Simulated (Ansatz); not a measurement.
System: S.

The calculation's input:

```
crystal:
  lattice:
    - [5.1568638804, 2.9773167495, 1.4444925134]
    - [-5.1568638804, 2.9773167495, 1.4444925134]
    - [0.0, -5.954633499, 1.4444925134]
  atoms:
    - { symbol: S, position: [0.5944912876, 0.3538126665, 0.2434439612] }
    - { symbol: S, position: [0.2434439612, 0.5944912876, 0.3538126665] }
    - { symbol: S, position: [0.3538126665, 0.2434439612, 0.5944912876] }
    - { symbol: S, position: [0.4055087124, 0.6461873335, 0.7565560388] }
    - { symbol: S, position: [0.7565560388, 0.4055087124, 0.6461873335] }
    - { symbol: S, position: [0.6461873335, 0.7565560388, 0.4055087124] }
basis:
  ecutwfc: 420
kpoints:
  mp_grid: { grid: [6, 6, 6] }
hamiltonian:
  xc: pbesol
scf:
  occupations: { method: gaussian, width: 0.02 }
output:
  forces: true
  stress: true
  eigenvalues: true
  write_density: true
  write_potential: true
  elf: true
  volumetric_format: npy
relax:
  adjacent_minimum: "off"
  f_tol: 0.01
  max_steps: 30
  cell: { stress_tol: 0.1, fix: [volume] }
```

Run with:

```sh
ansatz run input.yaml --threads 1 --pin off --max-ram 2560MiB --backend cpu --events-out ev --progress --plain --runs-dir out
```

Below, planes, directions and counts refer to the conventional cell (a = 10.37 Å, b = 10.37 Å, c = 4.28 Å, α = 90.00°, β = 90.00°, γ = 120.00°).

The fields are those of the run's last geometry, not of the input's.

Space group R-3; changed on purpose from its base cell (volume × 0.97, shape and atoms relaxed).

Computed with DFT PBEsol, scalar-relativistic, plane waves, PAW in Ansatz 0.2.0.

**What will maps of the valence pseudo-density and electron localisation function show?**

S–S (2.08 Å): ρ is about 0.98 e/Å³ halfway; the ELF peaks at about 0.80 between the atoms, as expected for localised, covalent bonding.

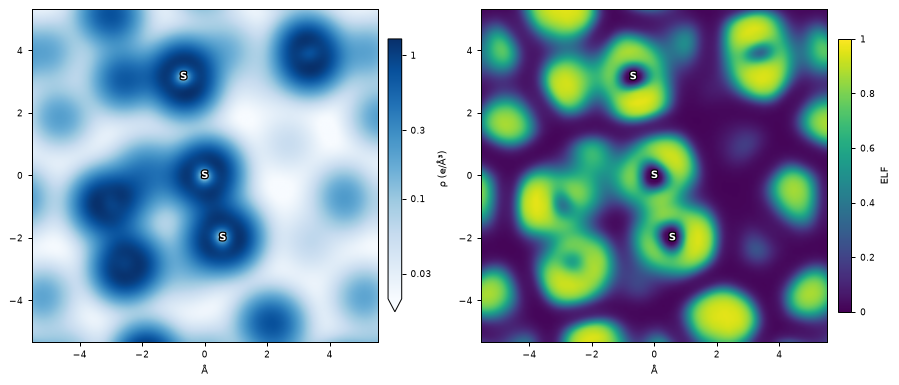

Computed valence pseudo-density and electron localisation function on the (011) plane of the conventional cell, in this order. Atoms just off the plane (S, 0.3 Å away) can leave unmarked features too.
